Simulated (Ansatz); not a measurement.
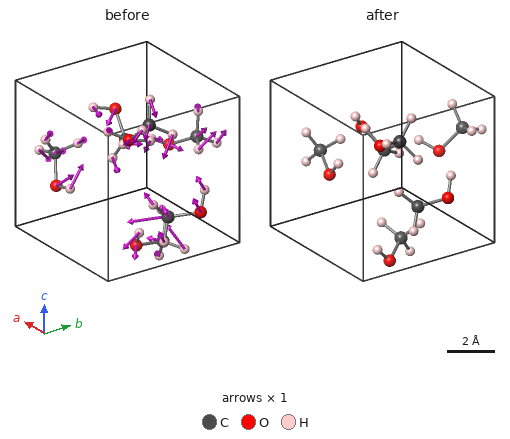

The structure of an amorphous cell of composition H4CO before (left) and after (right) a relaxation, at one scale. The purple arrows give the displacements, at their true length.

Style: ball-and-stick. Shown: the cell of the calculation, from a free direction.

The cell holds 6 CH3OH. The run prepares the start of a later molecular dynamics calculation, from a guessed geometry.

Theory: Ansatz, DFT r2SCAN-D3(BJ), scalar-relativistic, plane waves, PAW.

Input file:
```yaml
crystal:
  lattice:
    - [6.851285, 0.0, 0.0]
    - [0.0, 6.851285, 0.0]
    - [0.0, 0.0, 6.851285]
  atoms:
    - { symbol: C, position: [0.0821857, 0.7329724, 0.7667187] }
    - { symbol: O, position: [0.0845147, 0.5252961, 0.7664513] }
    - { symbol: H, position: [-0.0709463, 0.7758305, 0.7685619] }
    - { symbol: H, position: [0.2200797, 0.4845016, 0.7648163] }
    - { symbol: H, position: [0.153704, 0.7943283, 0.8961223] }
    - { symbol: H, position: [0.1506551, 0.7946293, 0.6358178] }
    - { symbol: C, position: [0.6352734, 0.0437791, 0.6286153] }
    - { symbol: O, position: [0.5887455, 0.0207783, 0.4275157] }
    - { symbol: H, position: [0.6058324, -0.0964951, 0.6975066] }
    - { symbol: H, position: [0.6141617, 0.1446142, 0.3637706] }
    - { symbol: H, position: [0.789449, 0.0802751, 0.6514761] }
    - { symbol: H, position: [0.5448146, 0.1552079, 0.6995062] }
    - { symbol: C, position: [0.0220219, 0.4336595, 0.1519189] }
    - { symbol: O, position: [0.1988933, 0.3542472, 0.0774535] }
    - { symbol: H, position: [-0.0905955, 0.3246538, 0.1249985] }
    - { symbol: H, position: [0.3010053, 0.4496308, 0.1002538] }
    - { symbol: H, position: [0.0294317, 0.4612639, 0.3094238] }
    - { symbol: H, position: [-0.0196645, 0.5692181, 0.0776841] }
    - { symbol: C, position: [0.4538632, 0.7767656, 0.0640407] }
    - { symbol: O, position: [0.3747717, 0.9684669, 0.0754457] }
    - { symbol: H, position: [0.4245638, 0.7251624, -0.0835001] }
    - { symbol: H, position: [0.3996138, 1.0167812, 0.2061872] }
    - { symbol: H, position: [0.6121141, 0.7748459, 0.088075] }
    - { symbol: H, position: [0.3847096, 0.6762865, 0.1677057] }
    - { symbol: C, position: [0.5410702, 0.5131826, 0.6303162] }
    - { symbol: O, position: [0.6046306, 0.4809652, 0.8253983] }
    - { symbol: H, position: [0.4201504, 0.6160815, 0.6392513] }
    - { symbol: H, position: [0.7125293, 0.3894482, 0.8201785] }
    - { symbol: H, position: [0.655757, 0.5773336, 0.5389035] }
    - { symbol: H, position: [0.4885686, 0.3789796, 0.5606181] }
    - { symbol: C, position: [0.9889721, 1.009413, 0.4301501] }
    - { symbol: O, position: [0.9267396, 0.8131269, 0.4030612] }
    - { symbol: H, position: [0.8665164, 1.1013307, 0.3871922] }
    - { symbol: H, position: [1.034264, 0.7290681, 0.4407088] }
    - { symbol: H, position: [1.0252116, 1.041098, 0.5828179] }
    - { symbol: H, position: [1.1148918, 1.0463843, 0.3384875] }
basis:
  ecutwfc: 500.0
kpoints:
  mp_grid: { grid: [1, 1, 1] }
hamiltonian:
  xc: r2scan
  dispersion: d3bj
scf:
  occupations: { method: fermi_dirac, width: 0.02 }
  lower_state_search: "off"
relax:
  f_tol: 0.3
  max_steps: 15
  adjacent_minimum: "off"
```

Run as
```bash
ansatz run input.yaml --threads 1 --pin off --max-ram 3072MiB --backend cpu --events-out ev --progress --plain --runs-dir out
```

Question: Describe what moved and what it gained.

Answer: The relaxation stopped without meeting its thresholds, so the last structure isn't shown to be converged. It used up its limit of 15 steps. H17 moves most: 1.73 Å along [3 −3 −1]. Largest moves by element: H 1.73 Å, C 1.05 Å, O 0.97 Å. The cell stays as it was. Some distances before and after: C13–O14 1.423 → 1.444 Å, O2–H4 0.970 → 0.987 Å, O20–H22 0.970 → 0.981 Å, C13–H17 1.097 → 1.106 Å. Among the angles between lasting bonds that change: C31–O32–H34 107.4° → 110.5°, O2–C1–H3 106.3° → 109.1°, H29–C25–H30 108.8° → 106.3°. After 14 geometry steps the energy has fallen by 2.593 eV per cell of the calculation. The largest force component goes from 1 to 0.45 eV/Å.

Limits of the set-up: the periodic images lie only 6.9 Å apart, so the values are limited by the cell's size.
